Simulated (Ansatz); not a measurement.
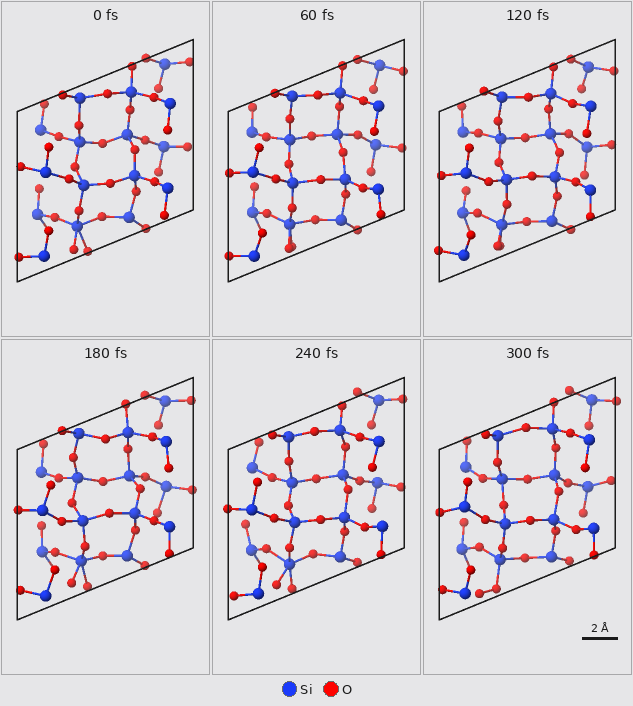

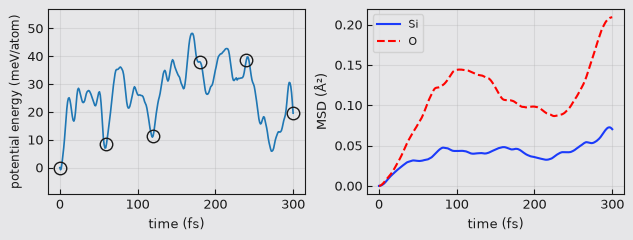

A Born-Oppenheimer molecular dynamics run of SiO2 with an interstitial O (49 atoms in the cell), 300 fs long. It starts from the last geometry of an earlier run, with fresh velocities. Frames and the history of the run. The picture is a ball-and-stick view of the simulation cell, seen along the b axis. Bonds to atoms that aren't drawn are left out.

All numbers below come from DFT LDA, scalar-relativistic, plane waves, PAW (Ansatz 0.2.0). Set-up: plane-wave cutoff 420 eV; k-point mesh 1 × 1 × 1; Fermi-Dirac smearing 0.05 eV; spin collinear; low-accuracy preset; Langevin thermostat (NVT); set temperature 840 K; time step 1 fs; friction 0.02 per fs.

**Describe the run.**

Over the second half the temperature averages 852 K (spread ±91 K). The potential energy is still drifting at the end, so the run hasn't reached equilibrium. The potential energy in the second half lies on average 29.4 meV per atom above the first frame. In the second half of the run the atoms are, in the root-mean-square, this far from where they began (common drift taken out): O 0.34 Å, Si 0.21 Å. Against the typical shortest distance between atoms in the first frame, about 1.6 Å these are wide excursions, but the first-neighbour bonds of the start all hold: the network flexes, or its layers or units shift against each other, without breaking. Bond changes: one O–O bond forms at about 255 fs.

Limits of the set-up: the program's low-accuracy preset was used; the periodic images lie only 7.9 Å apart, so the values are limited by the cell's size.

The run took 25 min on 4 threads of Arm Neoverse V2 (shared host), peak memory 1.1 GiB.

PAW datasets: the set soft_1.
